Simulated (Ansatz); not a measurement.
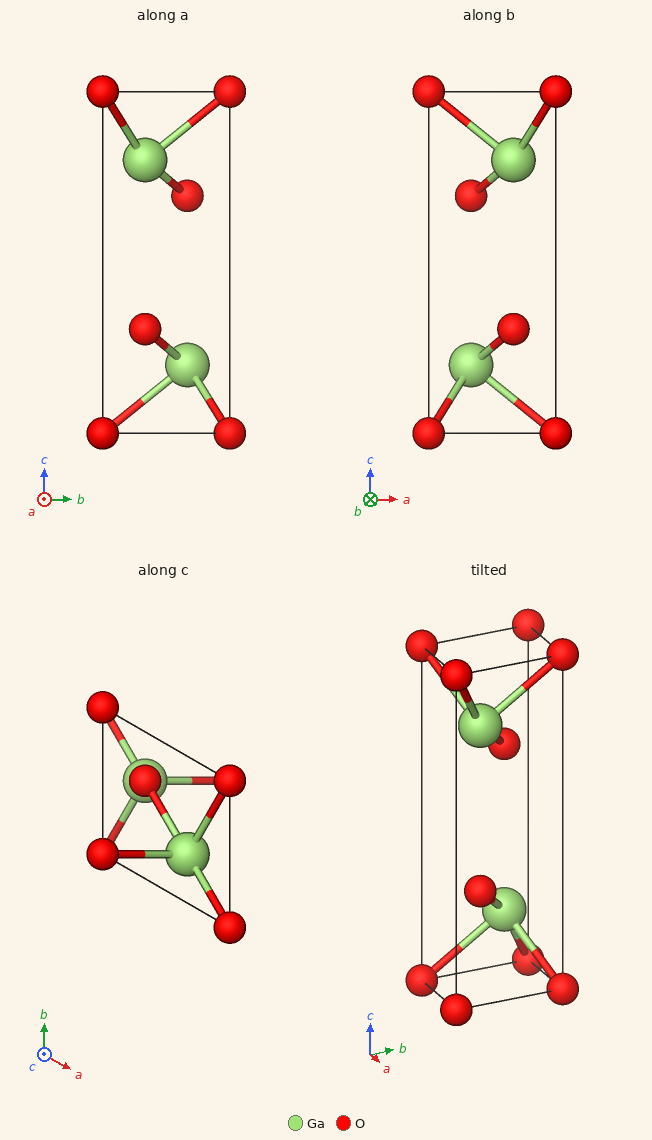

Crystal structure, ball-and-stick style, seen along the a axis, along the b axis, along the c axis and slightly off an axis. Atoms at the boundary of the conventional unit cell (the box) are drawn once for each face, edge or corner they touch.

Lattice parameters: a = 2.9931 Å, b = 2.9931 Å, c = 6.9698 Å, α = 90.000°, β = 90.000°, γ = 120.000°.

Transcribe the picture into a CIF with its space group and independent sites, with free fractional coordinates to two decimals.

```cif
data_structure
_symmetry_space_group_name_H-M 'P -3 m 1'
_symmetry_Int_Tables_number 164
_cell_length_a 2.9931
_cell_length_b 2.9931
_cell_length_c 6.9698
_cell_angle_alpha 90.000
_cell_angle_beta 90.000
_cell_angle_gamma 120.000
_cell_volume 54.08
loop_
_atom_site_label
_atom_site_type_symbol
_atom_site_symmetry_multiplicity
_atom_site_Wyckoff_symbol
_atom_site_fract_x
_atom_site_fract_y
_atom_site_fract_z
_atom_site_occupancy
Ga1 Ga 2 d 0.3333 0.6667 0.20 1
O1 O 1 a 0.00 0.00 0.00 1
O2 O 2 d 0.3333 0.6667 0.69 1
```

The initial geometry was a structure type filled with these elements by a generator (whether the compound takes this form wasn't checked). The picture shows the end point of a geometry optimisation with Ansatz 0.2.0, DFT, PBEsol, plane waves, PAW.
